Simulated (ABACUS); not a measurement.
Single-point calculation, with input and output: Ti (part 2 of 2)

Ti (2 atoms in the cell); Kohn-Sham DFT of a periodic cell, PBEsol, PseudoDojo NC SR 0.4.1 PBEsol standard, no spin polarisation (ABACUS 3.10.1); cutoff 1142.88 eV, 10×10×6 k-mesh, fermi-dirac of 0.05 eV. The structure derives from an entry of the Crystallography Open Database. It belongs to a series of runs on one base structure; here: atoms moved at random by about 0.05 A.

Geometry of the input (Å; fractional positions):
```
2.9500  0.0000  0.0000
-1.4750  2.5548  0.0000
0.0000  0.0000  4.6800
Ti 0.6862  0.3269  0.7485
Ti 0.3380  0.6729  0.2487
```

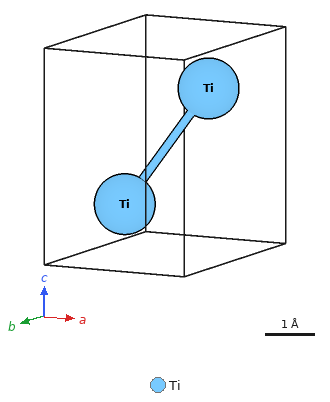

Figure 1. The input geometry (ball-and-stick view of the cell of the calculation, seen at an oblique angle). An atom can appear more than once, as a periodic image.

**Output, continued**
```
----------------------------------------------------------

 PW ALGORITHM --------------- ION=   1  ELEC=   3--------------------------------

 Density error is 0.000362818151169
                          Error Threshold = 0.000131050436541
----------------------------------------------------------
     Energy           Rydberg                 eV
----------------------------------------------------------
 E_KohnSham     -237.2006648538      -3227.2806114000
 E_Harris       -237.3091286517      -3228.7563370778
 E_Fermi        0.9595359711         13.0551566430
----------------------------------------------------------

 PW ALGORITHM --------------- ION=   1  ELEC=   4--------------------------------

 Density error is 2.27889585932e-05
                          Error Threshold = 1.51174229654e-06
----------------------------------------------------------
     Energy           Rydberg                 eV
----------------------------------------------------------
 E_KohnSham     -237.2009211951      -3227.2840991023
 E_Harris       -237.2200703979      -3227.5446373732
 E_Fermi        0.9579222992         13.0332015106
----------------------------------------------------------

 PW ALGORITHM --------------- ION=   1  ELEC=   5--------------------------------

 Density error is 5.55454646859e-06
                          Error Threshold = 9.49539941385e-08
----------------------------------------------------------
     Energy           Rydberg                 eV
----------------------------------------------------------
 E_KohnSham     -237.2009209840      -3227.2840962301
 E_Harris       -237.2079828198      -3227.3801774354
 E_Fermi        0.9578725778         13.0325250162
----------------------------------------------------------

 PW ALGORITHM --------------- ION=   1  ELEC=   6--------------------------------

 Density error is 1.26741214959e-07
                          Error Threshold = 2.31439436191e-08
----------------------------------------------------------
     Energy           Rydberg                 eV
----------------------------------------------------------
 E_KohnSham     -237.2009217389      -3227.2841065010
 E_Harris       -237.2010136482      -3227.2853569913
 E_Fermi        0.9578902882         13.0327659786
----------------------------------------------------------

 PW ALGORITHM --------------- ION=   1  ELEC=   7--------------------------------

 Density error is 1.01247445344e-08
                          Error Threshold = 5.28088395661e-10
----------------------------------------------------------
     Energy           Rydberg                 eV
----------------------------------------------------------
 E_KohnSham     -237.2009217704      -3227.2841069301
 E_Harris       -237.2001469602      -3227.2735650956
 E_Fermi        0.9578807288         13.0326359166
----------------------------------------------------------

 PW ALGORITHM --------------- ION=   1  ELEC=   8--------------------------------

 Density error is 4.05143196073e-09
                          Error Threshold = 4.21864355602e-11
----------------------------------------------------------
     Energy           Rydberg                 eV
----------------------------------------------------------
 E_KohnSham     -237.2009217723      -3227.2841069560
 E_KS(sigma->0) -237.2001761364      -3227.2739620582
 E_Harris       -237.2015633096      -3227.2928355188
 E_band         -23.6035001008       -321.1420941148
 E_one_elec     -82.3147173226       -1119.9491848461
 E_Hartree      48.6947964554        662.5266947438
 E_xc           -34.5041313841       -469.4527913645
 E_Ewald        -169.0753782491      -2300.3885356936
 E_entropy(-TS) -0.0014912719        -0.0202897956
 E_descf        0.0000000000         0.0000000000
 E_exx          0.0000000000         0.0000000000
 E_Fermi        0.9578947299         13.0328264103
----------------------------------------------------------

 charge density convergence is achieved
 final etot is -3227.284107 eV
 EFERMI = 13.03282641 eV

 STATE ENERGY(eV) AND OCCUPATIONS    NSPIN == 1
 1/76 kpoint (Cartesian) = 0.0000 0.0000 0.0000 (3067 pws)
       1       -43.5804     0.00333333
       2       -43.4483     0.00333333
       3       -20.2767     0.00333333
       4       -19.6614     0.00333333
       5       -19.6418     0.00333333
       6       -19.5888     0.00333333
       7       -19.5614     0.00333333
       8       -19.5481     0.00333333
       9        6.88020     0.00333333
      10        10.3878     0.00333333
      11        13.7564    1.72910e-09
      12        13.7871    9.36558e-10
      13        13.8552    2.39616e-10
      14        13.8874    1.25982e-10
      15        14.2939    3.71166e-14
      16        14.3524    1.15023e-14

 2/76 kpoint (Cartesian) = 0.033898 0.019571 0.0000 (3080 pws)
       1       -43.5708     0.00666667
       2       -43.4447     0.00666667
       3       -20.2550     0.00666667
       4       -19.7012     0.00666667
       5       -19.6597     0.00666667
       6       -19.5984     0.00666667
       7       -19.5974     0.00666667
       8       -19.5628     0.00666667
       9        7.15604     0.00666667
      10        10.6064     0.00666667
      11        13.3006    3.13107e-05
      12        13.3940    4.85464e-06
      13        14.0266    1.55556e-11
      14        14.1002    3.56868e-12
      15        14.3003    6.52143e-14
      16        14.3885    1.11908e-14

 3/76 kpoint (Cartesian) = 0.067797 0.039142 0.0000 (3094 pws)
       1       -43.5450     0.00666667
       2       -43.4360     0.00666667
       3       -20.1941     0.00666667
       4       -19.8126     0.00666667
       5       -19.7127     0.00666667
       6       -19.6976     0.00666667
       7       -19.6276     0.00666667
       8       -19.5791     0.00666667
       9        7.93307     0.00666667
      10        11.1262     0.00666667
      11        12.5151     0.00666645
      12        12.8393     0.00653039
      13        13.8317    7.67138e-10
      14        14.1116    2.84456e-12
      15        14.2660    1.29699e-13
      16        14.5819    2.33832e-16

 4/76 kpoint (Cartesian) = 0.10169 0.058714 0.0000 (3092 pws)
       1       -43.5105     0.00666667
       2       -43.4276     0.00666667
       3       -20.1063     0.00666667
       4       -19.9527     0.00666667
       5       -19.8499     0.00666667
       6       -19.7411     0.00666667
       7       -19.6761     0.00666667
       8       -19.6006     0.00666667
       9        9.04443     0.00666667
      10        11.4179     0.00666667
      11        11.8525     0.00666667
      12        12.4858     0.00666655
      13        13.7238    6.64526e-09
      14        13.8160    1.05108e-09
      15        13.9139    1.48365e-10
      16        15.3494    5.03922e-23

 5/76 kpoint (Cartesian) = 0.13559 0.078285 0.0000 (3112 pws)
       1       -43.4781     0.00666667
       2       -43.4251     0.00666667
       3       -20.0670     0.00666667
       4       -20.0124     0.00666667
       5       -19.9569     0.00666667
       6       -19.7748     0.00666667
       7       -19.7381     0.00666667
       8       -19.6190     0.00666667
       9        10.1491     0.00666667
      10        11.1956     0.00666667
      11        11.4288     0.00666667
      12        12.3988     0.00666665
      13        13.5975    8.30324e-08
      14        13.6628    2.24978e-08
      15        13.9987    2.71954e-11
      16        16.0667    2.96722e-29

 6/76 kpoint (Cartesian) = 0.16949 0.097856 0.0000 (3086 pws)
       1       -43.4626     0.00333333
       2       -43.4273     0.00333333
       3       -20.1107     0.00333333
       4       -19.9970     0.00333333
       5       -19.9604     0.00333333
       6       -19.7874     0.00333333
       7       -19.7779     0.00333333
       8       -19.6262     0.00333333
       9        10.7540     0.00333333
      10        10.9232     0.00333333
      11        11.2838     0.00333333
      12        12.3977     0.00333332
      13        13.5180    2.03589e-07
      14        13.5725    6.84342e-08
      15        14.1577    5.65555e-13
      16        16.3479    5.34666e-32

[... levels at 70 further k points ...]

------------------------------------------------------------------------------------------
 TOTAL-FORCE (eV/Angstrom)
------------------------------------------------------------------------------------------
                       Ti1        -0.0910139241         0.0467904235         0.0048586496
                       Ti2         0.0910139241        -0.0467904235        -0.0048586496
------------------------------------------------------------------------------------------

----------------------------------------------------------------
 TOTAL-STRESS (KBAR)
----------------------------------------------------------------
       -59.0032877473         6.7823941136        -0.0145128692
         6.7823941136       -52.0195310818         0.0078206703
        -0.0145128692         0.0078206703       -59.8423558970
----------------------------------------------------------------
 TOTAL-PRESSURE: -56.955058 KBAR

 --------------------------------------------
 !FINAL_ETOT_IS -3227.2841069560208780 eV
 --------------------------------------------
```

**Standard output**
```
ABACUS v3.10.1

               Atomic-orbital Based Ab-initio Computation at UStc

%%%%%%%%%%%%%%%%%%%%%%%%%%%%%%%%%%%%%%%%%%%%%%%%%%%%%%%%%%%%%%%%%%%%%%%%%%%%%%%%%%%%%%%%%%%%%%%%%%%%%%%%%
 Warning: the number of valence electrons in pseudopotential > 4 for Ti: [Ar] 3d2 4s2
 Pseudopotentials with additional electrons can yield (more) accurate outcomes, but may be less efficient.
 If you're confident that your chosen pseudopotential is appropriate, you can safely ignore this warning.
%%%%%%%%%%%%%%%%%%%%%%%%%%%%%%%%%%%%%%%%%%%%%%%%%%%%%%%%%%%%%%%%%%%%%%%%%%%%%%%%%%%%%%%%%%%%%%%%%%%%%%%%%

 UNIFORM GRID DIM        : 36 * 36 * 54
 UNIFORM GRID DIM(BIG)   : 36 * 36 * 54
 ---------------------------------------------------------
 Self-consistent calculations for electrons
 ---------------------------------------------------------
 SPIN    KPOINTS         PROCESSORS  THREADS
 1       304             4           4
 ---------------------------------------------------------
 Use plane wave basis
 ---------------------------------------------------------
 ELEMENT NATOM       XC
 Ti      2
 ---------------------------------------------------------
 Initial plane wave basis and FFT box
 ---------------------------------------------------------
 -------------------------------------------
 SELF-CONSISTENT :
 -------------------------------------------
 START CHARGE      : atomic
 ITER       ETOT/eV          EDIFF/eV         DRHO     TIME/s
 DA1     -3.22670434e+03   0.00000000e+00   1.2706e-01  10.06
 DA2     -3.22718296e+03  -4.78622362e-01   3.1452e-02   5.31
 DA3     -3.22728061e+03  -9.76479927e-02   3.6282e-04   4.75
 DA4     -3.22728410e+03  -3.48770223e-03   2.2789e-05   7.64
 DA5     -3.22728410e+03   2.87213541e-06   5.5545e-06   5.14
 DA6     -3.22728411e+03  -1.02708349e-05   1.2674e-07   5.05
 DA7     -3.22728411e+03  -4.29154227e-07   1.0125e-08   6.29
 DA8     -3.22728411e+03  -2.59118057e-08   4.0514e-09   5.97
----------------------------------------------------------------
 TOTAL-STRESS (KBAR)
----------------------------------------------------------------
       -59.0032877473         6.7823941136        -0.0145128692
         6.7823941136       -52.0195310818         0.0078206703
        -0.0145128692         0.0078206703       -59.8423558970
----------------------------------------------------------------
 TOTAL-PRESSURE: -56.955058 KBAR
```

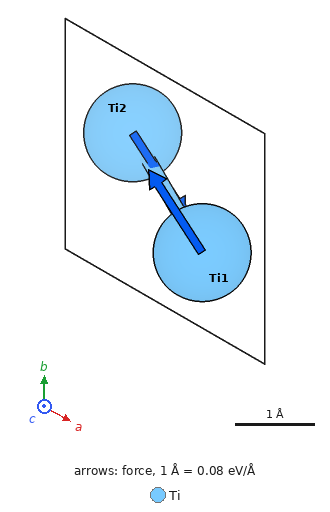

Figure 2. Forces on the atoms as blue arrows (ball-and-stick view of the cell of the calculation, along the c axis; atoms are numbered from 1 in the order of the input). The largest act on Ti1, Ti2 (0.10 eV/Å). The geometry is not a stationary point of this energy.

**Summary**

```csv
quantity,value
outcome,converged
space group (tolerance 0.01 Å),Cmcm (63)
electrons treated,24
free energy,−3227.2841 eV
Fermi energy,13.033 eV
gap on the k-point mesh,none (metallic)
pressure,−5.70 GPa
largest force (length of the vector),0.102 eV/Å
wall time,52 s (CPU time 3.5 min)
peak memory,0.56 GiB
```

The cell is under a tension of 5.7 GPa at this level, so it is not at its equilibrium volume.
